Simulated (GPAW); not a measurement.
# Dielectric function and optical constants of CaO (Lime), part 2 of 2

Wanted: where CaO (Lime) starts to absorb, how strongly, and its refractive index.

GPAW 26.7.0; DFT, PBE, plane-wave PAW (GPAW data sets), scalar-relativistic, RPA, optical limit.

So far. Step 2 (Ground state): There is a gap, 3.69 eV on this mesh (points off the mesh can give less), so no carriers' term is needed.

### Step 4. Dielectric function, RPA (continued)

The Im ε, E ∥ x has structure finer than the step of the table below, so its rows give means over 2 eV, whole bins alone (the curve runs from 0 to 21.9 eV). Peaks (eV: height): 9.5: 6.17, 15.1: 1.51.

Values under the direct gap are tails of Lorentzian lines. Im ε, E ∥ x against photon energy; means over each step:

| photon energy (eV) | Im ε, E ∥ x |
| --- | --- |
| 2 | 0.0352 |
| 4 | 0.657 |
| 6 | 2.66 |
| 8 | 4.25 |
| 10 | 3.92 |
| 12 | 0.646 |
| 14 | 0.597 |
| 16 | 1.14 |
| 18 | 0.854 |
| 20 | 0.631 |

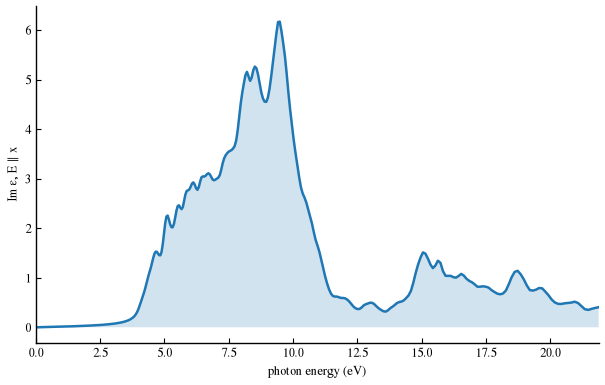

Im ε, E ∥ x against photon energy.

Re ε, E ∥ x against photon energy:

```csv
photon energy (eV),"Re ε, E ∥ x"
0,3.60
2,3.79
4,4.99
6,4.44
8,3.92
10,-1.68
12,-0.104
14,1.18
16,0.781
18,0.885
20,0.592
```

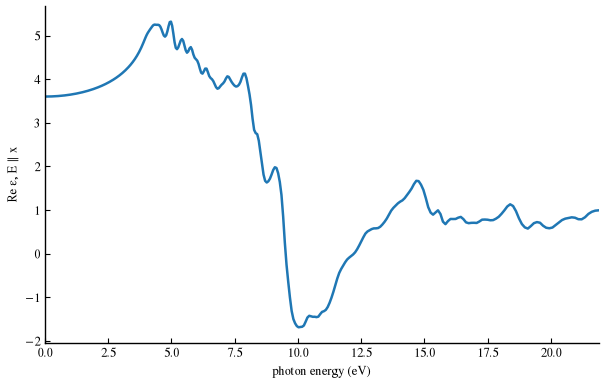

Re ε, E ∥ x, plotted against photon energy.

The reflectivity at normal incidence, E ∥ x has structure finer than the step of the table below, so its rows give means over 2 eV, whole bins alone (the curve runs from 0 to 21.9 eV). Peaks (eV: height): 11.3: 48.4, 15.7: 8.32.

Table of reflectivity at normal incidence, E ∥ x by photon energy; means over each step:

| photon energy (eV) | reflectivity at normal incidence, E ∥ x (%) |
| --- | --- |
| 2 | 10.4 |
| 4 | 14.3 |
| 6 | 17.0 |
| 8 | 21.6 |
| 10 | 36.5 |
| 12 | 25.6 |
| 14 | 2.54 |
| 16 | 6.56 |
| 18 | 4.38 |
| 20 | 3.62 |

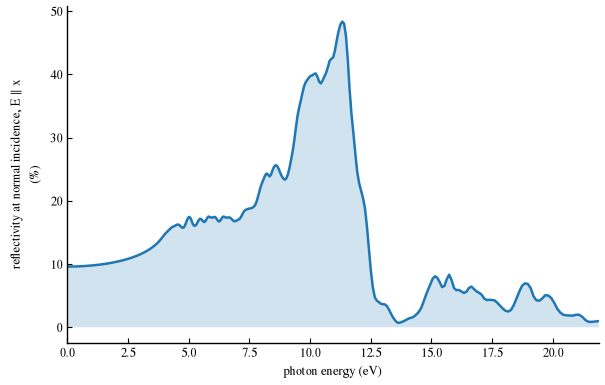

Reflectivity at normal incidence, E ∥ x, plotted against photon energy.

Values under the direct gap are tails of Lorentzian lines. Table of Im ε, E ∥ x by photon energy; read off at these points:

```csv
photon energy (eV),without local fields,with local fields
0.0,0,0
1.0,0.0147,0.0134
2.0,0.0351,0.0321
3.0,0.0787,0.0710
4.0,0.445,0.387
5.0,2.25,1.98
6.0,3.12,2.82
7.0,3.18,2.99
8.0,4.82,4.64
8.5,5.33,5.24
9.0,4.77,4.61
9.4,6.25,6.10
9.5,6.24,6.12
10.0,3.97,3.89
11.0,1.56,1.57
12.0,0.599,0.587
13.0,0.556,0.497
14.0,0.536,0.470
15.0,1.61,1.45
16.0,1.13,1.04
17.0,1.02,0.893
18.0,0.808,0.673
19.0,0.828,0.942
20.0,0.568,0.602
21.0,0.631,0.507
```

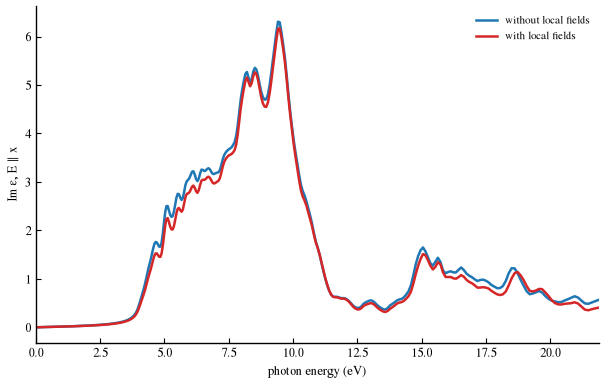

Im ε, E ∥ x, plotted against photon energy.

The loss function −Im 1/ε at q → 0, E ∥ x has structure finer than the step of the table below, so its rows give means over 1 eV, whole bins alone (the curve runs from 0 to 21.9 eV). Peaks (eV: height): 12.3: 2.23, 17.1: 0.694, 19.9: 0.853.

Values under the direct gap are tails of Lorentzian lines. Loss function −Im 1/ε at q → 0, E ∥ x against energy loss; means over each step:

```
energy loss (eV)  loss function −Im 1/ε at q → 0, E ∥ x
               1                                0.00102
               2                                0.00226
               3                                0.00435
               4                                 0.0191
               5                                 0.0644
               6                                  0.101
               7                                  0.124
               8                                  0.135
               9                                  0.175
              10                                  0.223
              11                                  0.405
              12                                   1.61
              13                                  0.895
              14                                  0.298
              15                                  0.375
              16                                  0.589
              17                                  0.659
              18                                  0.542
              19                                  0.673
              20                                  0.739
              21                                  0.516
```

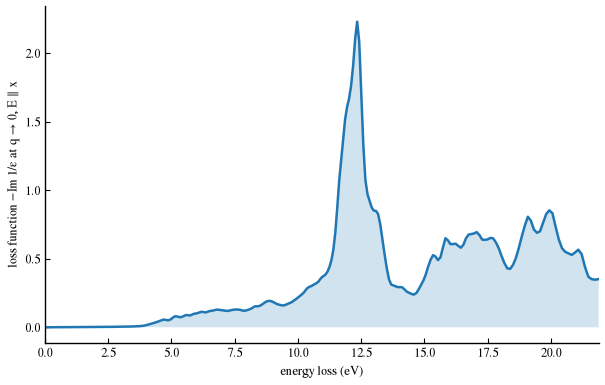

Loss function −Im 1/ε at q → 0, E ∥ x, plotted against energy loss.

Optical constants at common wavelengths, from n + ik = √ε:

| wavelength (nm) | n | k | R (%) | 1/α |
| --- | --- | --- | --- | --- |
| 1550 | 1.91 | 0.003 | 9.7 | 45 µm |
| 633 | 1.95 | 0.008 | 10.3 | 6.3 µm |
| 532 | 1.97 | 0.010 | 10.6 | 4.1 µm |
| 365 | 2.08 | 0.026 | 12.4 | 1.1 µm |
| 308 | 2.24 | 0.094 | 14.8 | 260 nm |
| 248 | 2.34 | 0.422 | 17.4 | 47 nm |
| 193 | 2.16 | 0.694 | 17.5 | 22 nm |

Below the direct gap, k and the depth come from the tails of the Lorentzian lines, not from transitions.

Rows near the edge hang on the gap, which this functional as a rule makes too small, and phonon-assisted absorption is left out.

### Step 5. Outcome

* electronic dielectric constant ε∞, mean over x, y and z (by symmetry where fewer were run) (RPA): 3.60
* main peak of Im epsilon, first axis: 9.45 eV
* centre of weight of the strongest loss peak in the window, first axis: 12.2 eV

**Reading.** At this level (PBE, RPA) CaO has ε∞ = 3.60 and n = 1.91 at 1550 nm, and Im ε peaks at 9.5 eV. On the mesh the gap is 3.69 eV and the least direct gap 4.07 eV, so on this mesh the band edges lie at different points. Local fields change the static value along x from 3.83 to 3.60 (-6 %). Distinct maxima of Im ε, read by a parabola through the highest points, lie at 8.53 eV (5.3), 9.45 eV (6.2), 15.08 eV (1.5) and 18.71 eV (1.1). Excitons and phonon-assisted transitions are missing; PBE gaps are as a rule too small, which pulls the onset down and ε∞ up. The sum runs over mesh points, so small or evenly spaced maxima can still be ripples of the mesh. In this version of GPAW the matrix elements of the optical limit are incomplete, which can lower ε − 1 by up to a tenth where first-row anions or d states rule, and shift it by more in d metals.

[Machine, clock and banner lines and Python warnings are left out of the logs.]

[Logs are printed without paths, hosts, clocks, repeated set-up lines and the standing remarks that a program may print on its own settings, such as how far it seeks lower states.]

[Hosts, paths, dates, database ids (printed as entryN), source tags and the programs' standing remarks are cut or masked in the printed files.]
